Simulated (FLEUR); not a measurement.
System: TiAl₃, space group I4/mmm (No. 139).

Structure:
```yaml
crystal:
  lattice:
    - [-1.91111, 1.91111, 4.28067]
    - [1.91111, -1.91111, 4.28067]
    - [1.91111, 1.91111, -4.28067]
  atoms:
    - { symbol: Ti, position: [0.00000, 0.00000, 0.00000] }
    - { symbol: Al, position: [0.25000, 0.75000, 0.50000] }
    - { symbol: Al, position: [0.75000, 0.25000, 0.50000] }
    - { symbol: Al, position: [0.50000, 0.50000, 0.00000] }
```

How it was computed, with FLEUR MaX-R8.1 (later development tree): all-electron LAPW DFT, no spin polarisation; energies at scaled volumes of the given cell, shape and fractions fixed, counted from the fit's minimum, third-order Birch-Murnaghan fit. Level: PBE.

- k mesh: 10×10×10
- occupations: Fermi–Dirac
- smearing width: 0.05 eV
- potentials: all electron
- program settings: basis FLAPW, kmax 4.56 1/bohr

Describe the result: the energy against volume. The volume takes the values 14.70, 15.01, 15.63, 16.26, 16.57 Å³/atom.

A third-order Birch–Murnaghan fit gives V0 = 15.93 Å³/atom, B0 = 106 GPa and B′ = 4.0. The energy is 36.06 meV/atom at volume 14.70 Å³/atom and 7.98 meV/atom at 16.57 Å³/atom; the lowest computed point is at volume 15.63 Å³/atom (1.87 meV/atom), and no other minimum shows among the points.

```csv
volume (Å³/atom),energy (meV/atom)
14.70,36.06
15.01,19.40
15.63,1.87
16.26,2.17
16.57,7.98
```

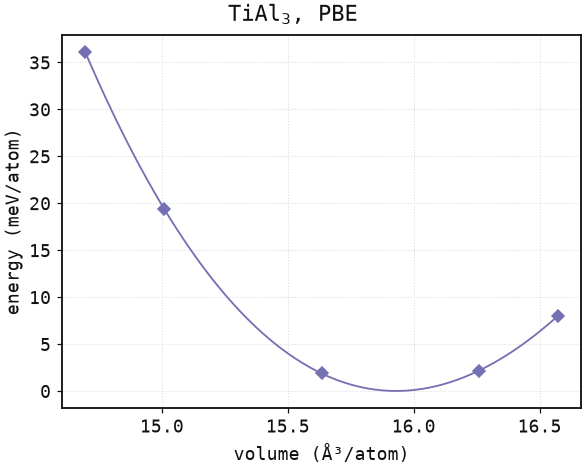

Keep in mind: shape and atomic fractions are frozen while scaling, which makes layered, chain and framework solids too stiff.
